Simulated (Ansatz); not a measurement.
Single-point calculation, with input and output: TaN

TaN (4 atoms in the cell), computed with DFT PBEsol, scalar-relativistic, plane waves, PAW, PAW set soft_1, no spin polarisation (Ansatz 0.2.0).

The structure derives from an entry of the Crystallography Open Database. Figures and captions count atoms from 1; the log counts them from 0 in places.

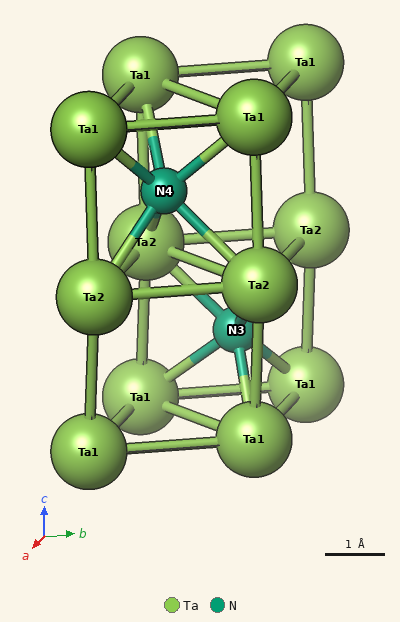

Figure 1. The structure as given in the input (ball-and-stick view of the cell of the calculation, seen slightly off an axis; atoms are numbered from 1 in the order of the input). An atom can appear more than once, as a periodic image.

## The input
```yaml
crystal:
  lattice:
    - [2.8891806446, 0.0, 0.0]
    - [-1.4445903223, 2.5021038344, 0.0]
    - [0.0, 0.0, 5.8600190937]
  atoms:
    - { symbol: Ta, position: [-0.0680729572, -0.0378481495, 0.0] }
    - { symbol: Ta, position: [0.0680729572, 0.0378481495, 0.5] }
    - { symbol: "N", position: [0.3333333333, 0.6666666667, 0.25] }
    - { symbol: "N", position: [0.6666666667, 0.3333333333, 0.75] }
basis:
  ecutwfc: 520.0
kpoints:
  mp_grid: { grid: [15, 15, 8] }
hamiltonian:
  xc: pbesol
  pseudopotentials: { kind: paw, azcp: { folder: soft_1 } }
scf:
  occupations: { method: gaussian, width: 0.15 }
output:
  forces: true
  stress: true
  eigenvalues: true
  write_density: true
  write_potential: true
  elf: true
  volumetric_format: npy
```

Launched with:
```bash
ansatz run input.yaml --threads 2 --pin off --max-ram 4096MiB --backend cpu --events-out ev --progress --plain --runs-dir out
```

## The program's output
```
Warning: [file] the record states the generating functional pbe (its physics header spells it `PBE`), which answers neither for hamiltonian.xc's functional nor for the pbesol family's — results may be inconsistent (PPs are generated against a specific XC)
Warning: [file] the record states the generating functional pbe (its physics header spells it `PBE`), which answers neither for hamiltonian.xc's functional nor for the pbesol family's — results may be inconsistent (PPs are generated against a specific XC)
Engine: ansatz 0.2.0, aarch64-unknown-linux-gnu
Pseudopotentials: kind: paw
Pseudopotential: Ta, paw, valence charge 13, recommended cutoff 420 eV (normal), [file]
Pseudopotential: N, paw, valence charge 5, recommended cutoff 420 eV (normal), [file]
Functional definition: PBEsol
  exchange = pbesol_x
  correlation = pbesol_c
Crystal: 4 atoms, lattice volume = 42.362 Å³
Basis set: ecut = 520 eV, 1125 PW (Γ), exchange–correlation on 48×48×90 points (8 copies of the dense FFT grid, shifted against one another)
Bands: 22, of which v1, the nominal top of the filled ones, is band 18 counted from 1 (17 counted from 0)
Symmetry: 2 space group operations
Space group: P21 (ITA 4), of the structure as read, at distance tolerance 3.5e-5 Å
k-points: 565 of 1800 (time reversal used)
Non-local potential: Ta, projectors of the file, l = 0: 3, l = 1: 2, l = 2: 2, l = 3: 1
Non-local potential: N, projectors of the file, l = 0: 2, l = 1: 2, l = 2: 1
PAW form: soft (Blöchl's): semilocal exchange-correlation on the pseudo side does not see the compensation charge
PAW frozen core: Ta, regenerated for the run's functional, and the local potential with it (the file was generated under x = pbe(κ = 0.804, μ = 0.2195149727645171), c = pbe(β = 0.06672455060314922))
PAW frozen core: N, regenerated for the run's functional, and the local potential with it (the file was generated under x = pbe(κ = 0.804, μ = 0.2195149727645171), c = pbe(β = 0.06672455060314922))
PAW one-centre angular grid: Ta, 590 points (default); XC on 64 Gauss nodes
PAW one-centre angular grid: N, 110 points (default); XC on 64 Gauss nodes
Initial density: superposition of atomic densities (chi_scale 0.1, normalization cell, long waves kept (reshape's long-wave potential 0.00 eV rms))
Initial wavefunctions: pseudopotential atomic-orbital guess
Functional: x = pbesol(κ = 0.804, μ = 0.12345679012345678), c = pbesol(β = 0.046)
SCF iter   1: F=—  HF=-20375.936108 eV  |F-HF|=—  |Δ(HF+E_count)|=         —  Δρ=4.36e-2  dr2=4.95e-1  ethr=3.10e-3  ⟨swp⟩=4.9  Hψ=52691  notcnv=0
preconditioner: auto → Kerker (q_TF=auto, 2.655 Å⁻¹)  [metal: Δε(μ)=0.005 eV  Ē_g=9.628 eV  σ=0.150 eV  W_gap=0.02  n_scr=10 (ndim 8)  ℏωp=25.5 eV  f_vac=0.000  D(μ)=1.31/eV (n_scr^D=4)]
SCF iter   2: F=—  HF=-20375.896935 eV  |F-HF|=—  |Δ(HF+E_count)|=   3.92e-2  Δρ=2.66e-2  dr2=1.52e-1  ethr=1.37e-3  ⟨swp⟩=1.0  Hψ=16952  notcnv=0
SCF iter   3: F=—  HF=-20375.882759 eV  |F-HF|=—  |Δ(HF+E_count)|=   1.42e-2  Δρ=7.50e-3  dr2=2.50e-2  ethr=4.21e-4  ⟨swp⟩=1.2  Hψ=13673  notcnv=0
SCF iter   4: F=—  HF=-20375.877555 eV  |F-HF|=—  |Δ(HF+E_count)|=   5.20e-3  Δρ=1.72e-3  dr2=1.31e-3  ethr=6.96e-5  ⟨swp⟩=2.0  Hψ=17826  notcnv=0
SCF iter   5: F=—  HF=-20375.877342 eV  |F-HF|=—  |Δ(HF+E_count)|=   2.13e-4  Δρ=2.60e-4  dr2=2.26e-5  ethr=3.63e-6  ⟨swp⟩=2.5  Hψ=17805  notcnv=0
SCF iter   6: F=—  HF=-20375.877343 eV  |F-HF|=—  |Δ(HF+E_count)|=   3.29e-7  Δρ=5.41e-5  dr2=1.41e-6  ethr=6.27e-8  ⟨swp⟩=2.0  Hψ=17412  notcnv=0
SCF iter   7: F=-20375.877343 eV  HF=-20375.877343 eV  |F-HF|=1.38e-8  |Δ(HF+E_count)|=   1.89e-7  Δρ=8.01e-6  dr2=2.60e-8  ethr=2.78e-10  ⟨swp⟩=7.3  Hψ=86611  notcnv=0
SCF 1 converged in 7 iterations: F = -20375.877343 eV  dr2 = 2.60e-8
  greatest PAW one-centre occupation: 0.999 electrons in one spin orbital (limit 2), on the Ta atom at site 1 (counted from 0), in its partial waves of l = 0
SCF converged after 7 iterations
Free energy (F): -20375.877343 eV
Harris-Foulkes:  -20375.877343 eV  (|F-HF|=1.38e-8)
Internal energy: -20375.862610 eV  (E = F + TS)
E sigma→0 (E₀):  -20375.869976 eV
Entropy (-TS):   -0.014733 eV (-3.683 meV/atom)
Fermi energy:    20.398254 eV
--- Per-component energies (eV) ---
  E_band       = -96.351970
  E_kinetic    = 1050.722959
  E_local      = -1158.316684  (includes V_loc(G=0)·N_el)
  E_nonlocal   = 53.356067
  E_hartree    = 414.946605
  E_xc         = -758.837223
  E_vxc        = -621.433347  (∫ρ·V_xc dr)
  E_paw        = -16609.325894  (= ΣΔE_a)
  E_vpaw       = -250.573521  (= ΣTr[D̂ρ^β])
  E_aug_tail   = 0.000010  (compensation charges beyond the density's cutoff)
  E_ewald      = -3368.892072
  E_core_change = 0.483623  (= ΣΔE_core)
  E_smearing   = -0.014733  (= −TS)
  E_closure    = -0.000000  (closes the sum)
  Σ components = -20375.877343   (vs F -20375.877343, Δ=0.00e0)
--- Forces (eV/Å), atoms counted from 1 ---
  atom   1  Ta     1.96330052     1.30944548    -0.04953705
  atom   2  Ta    -1.96330052    -1.30944548    -0.04953705
  atom   3  N     -0.16686301    -0.06960229     0.04953800
  atom   4  N      0.16686301     0.06960229     0.04953800
  max |Σ_I F_I| component: 1.89e-6 eV/Å
--- Stress (GPa, compression-positive) ---
        3.861847       1.124110       0.000000
        1.124110       2.940584       0.000000
        0.000000       0.000000       7.328109
  P = ⅓ Tr σ = 4.7102 GPa (47.102 kbar)
--- Band table (eV; the first three rows and the last of 565) ---
  k-point 0: bands = ["-47.9284", "-47.8888", "-15.1113", "-14.3007", "-13.9876", "-13.9785", "-13.9381", "-13.9173", "2.6687", "5.2365", "10.9549", "15.4232", "15.5015", "16.0298", "16.9086", "17.9992", "18.0753", "20.0415", "20.1516", "20.9786", "21.1304", "22.6884"]
  k-point 1: bands = ["-47.9269", "-47.8903", "-15.0825", "-14.3341", "-13.9857", "-13.9762", "-13.9398", "-13.9197", "2.7497", "5.1050", "11.1275", "15.3390", "15.5591", "15.7155", "17.3353", "17.7709", "17.8477", "20.2808", "20.3885", "21.0252", "21.1617", "22.3707"]
  k-point 2: bands = ["-47.9227", "-47.8946", "-14.9998", "-14.4277", "-13.9801", "-13.9696", "-13.9447", "-13.9264", "2.9840", "4.7579", "11.5984", "14.7058", "15.7290", "15.7419", "17.2947", "17.3694", "18.0515", "20.7569", "20.8599", "21.1507", "21.2503", "21.6257"]
  k-point 564: bands = ["-47.8167", "-47.8167", "-15.0774", "-15.0774", "-14.4712", "-14.4712", "-14.2352", "-14.2352", "4.8801", "4.8801", "12.7059", "12.7059", "14.3304", "14.3304", "15.8285", "15.8285", "18.4274", "18.4274", "23.5770", "23.5770", "25.0920", "25.0920"]
```

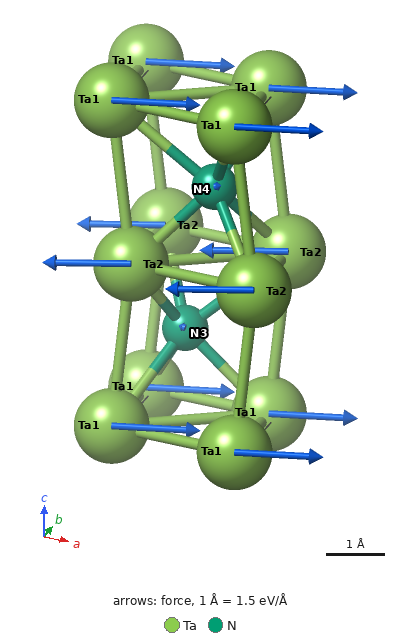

Figure 2. Forces on the atoms as blue arrows (ball-and-stick view of the cell of the calculation, seen slightly off an axis; atoms are numbered from 1 in the order of the input). The largest act on Ta1, Ta2 (2.36 eV/Å). The geometry is not a stationary point of this energy.

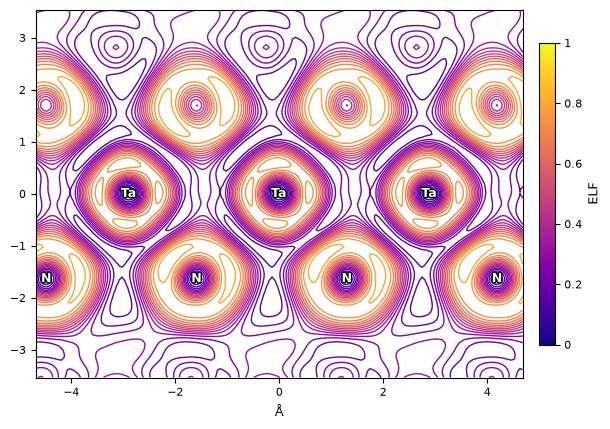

Figure 3. Electron localisation function on the (011) plane of the conventional cell. Ta–N (2.10 Å): the ELF is about 0.20 at the midpoint; a polar contact without a shared pair, in a metal. Ta–Ta (2.89 Å): the ELF is about 0.25 at the midpoint (no localised pair between them). Ta–N (2.28 Å): the ELF is about 0.15 at the midpoint; no shared pair; the contact is polar. The strong features right at Ta lie inside the PAW spheres (semicore, d or f shells) and say nothing about bonding. Core electrons are frozen (PAW), so the fields are smoothed inside the atomic spheres.

## Results in brief

- outcome: converged
- space group (tolerance 0.01 Å): P2₁ (4)
- electrons treated: 36
- free energy: −20375.8773 eV
- Fermi energy: 20.398 eV
- gap on the k-point mesh: none (metallic)
- pressure: 4.71 GPa
- largest force (length of the vector): 2.360 eV/Å
- hardware: 2 threads of Arm Neoverse N1, 98 GiB of memory available, shared host
- wall time: 74 s (CPU time 2.5 min)
- peak memory: 0.85 GiB

## Remarks

Warnings of the run: the PAW datasets were made with another functional. Spin–orbit coupling is left out, which matters for Ta.
